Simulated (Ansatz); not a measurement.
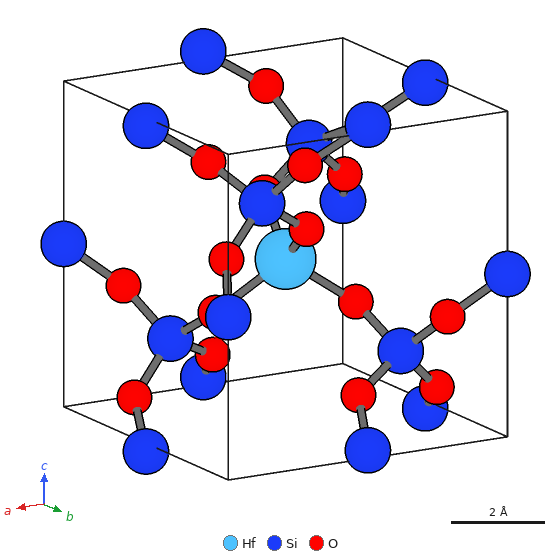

The figure gives a ball-and-stick picture of the atoms, viewed from a general direction. Thin lines show the supercell, with boundary atoms drawn in all their periodic places. The host is SiO₂, in a cell of 24 sites, and the cell is neutral.

What kind of defect was put in?

Hafnium on a silicon site (a substitutional impurity). It is bonded to four O in a tetrahedral arrangement at about 1.9 Å.

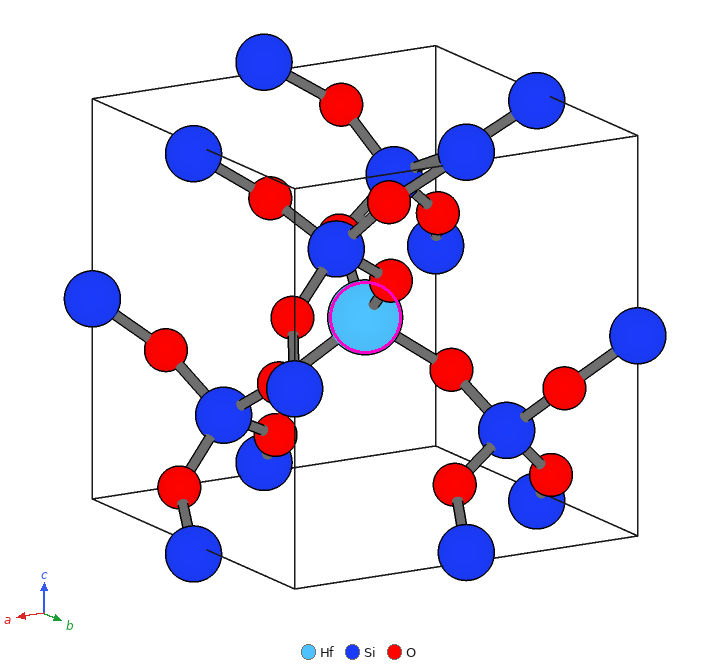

The same cell with a ring at the defect's site.

The atoms were relaxed in the host's cell with DFT PBEsol, scalar-relativistic, plane waves, PAW in Ansatz 0.2.0.
